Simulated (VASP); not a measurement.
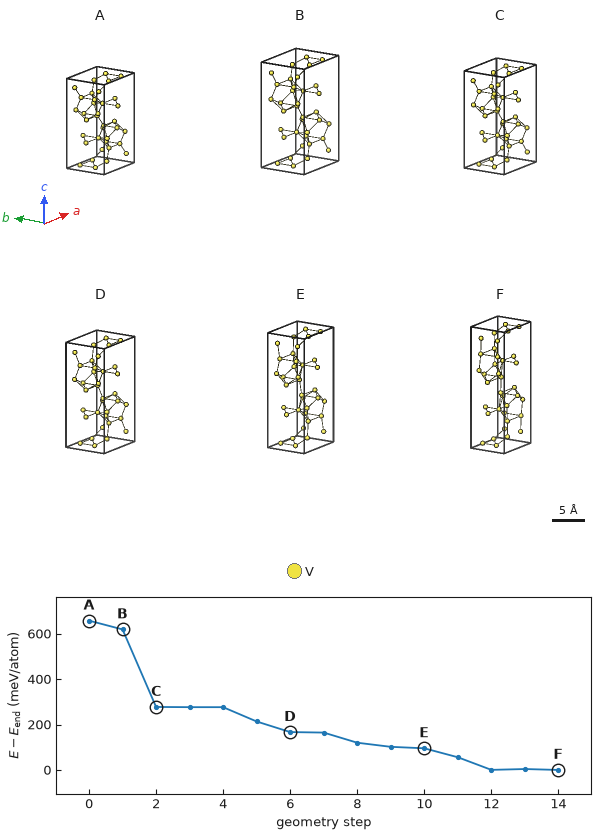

Frames of a relaxation of crystalline V (a generated structure, set up in R-3m), marked on the history of the run. Style: ball-and-stick. Shown: the conventional cell (3 times the calculation's cell), from a free direction. Lengths and directions refer to the drawn axes.

The run lets cell and atoms move.

All numbers below come from Kohn-Sham DFT of a periodic cell, PBEsol, VASP PAW PBE potentials, recommended (VASP).

Input
```
SYSTEM = V
  PREC = Accurate
  ENCUT = 600
  EDIFF = 1E-6
  ISMEAR = 0
  SIGMA = 0.1
  LREAL = .False.
  LASPH = .True.
  NELM = 100
  ALGO = Fast
  ISIF = 3
  LWAVE = .False.
  LCHARG = .False.
  GGA = PS
  IBRION = 2
  NSW = 90
  EDIFFG = -0.04
```

Launched with:
```bash
cat potpaw_PBE.64/V_sv/POTCAR > POTCAR
mpirun -np 1 vasp_std > vasp.out
```

**Describe the path.**

The run was cut off at its time limit before the relaxation converged, so the last structure is only a point on the way. The largest moves relative to the cell, 0.51 Å, are those of V atoms. The volume changes by +6.0 %, with a = b 6.214 → 5.504 Å (−11.4 %), c 15.895 → 21.473 Å (+35.1 %). Near-neighbour distances that change, for instance: V–V 3.998 → 2.692 Å, V–V 2.111 → 2.792 Å, V–V 2.275 → 2.888 Å, V–V 2.216 → 2.812 Å. Bond angles that change, for instance: V–V–V 129.2° → 176.5°, V–V–V 115.0° → 88.8°, V–V–V 107.0° → 89.3°. The space group stays R-3m (No. 166). After 14 geometry steps the energy has fallen by 657 meV per atom. The largest force component goes from 2.9 to 1.7 eV/Å. Pressure: 34.19 GPa at the start and 6.75 GPa at the end. From step 0 to 1: V atoms move most (0.17 Å), volume +52.8 %, energy −38.7 meV per atom. From step 1 to 2: V atoms move most (0.07 Å), volume −19.5 %, energy −341 meV per atom. From step 2 to 6: V atoms move most (0.14 Å), volume −1.4 %, energy −111 meV per atom. From step 6 to 10: V atoms move most (0.22 Å), volume −0.5 %, energy −71.5 meV per atom. From step 10 to 14: V atoms move most (0.22 Å), volume −12.2 %, energy −95.3 meV per atom.

```tsv
step	E − E(0), meV/atom	largest force component, eV/Å	pressure, GPa	volume, Å³/atom
0	0.00	2.9153	34.19	14.764
1	-38.72	1.3168	-17.99	22.565
2	-380.09	1.2041	-2.46	18.158
3	-380.98	1.1751	-1.50	18.009
4	-381.04	1.1624	-1.04	17.940
5	-444.02	0.6782	-1.09	17.950
6	-490.65	0.9289	-0.36	17.912
7	-492.87	0.9690	-0.03	17.892
8	-537.50	0.5837	-1.43	17.888
9	-555.59	1.0529	-2.53	17.791
10	-562.11	0.8797	-2.49	17.825
11	-601.49	1.1556	-0.98	17.130
12	-657.04	1.6010	5.32	15.831
13	-653.37	1.7619	8.74	15.404
14	-657.38	1.6711	6.75	15.648
```
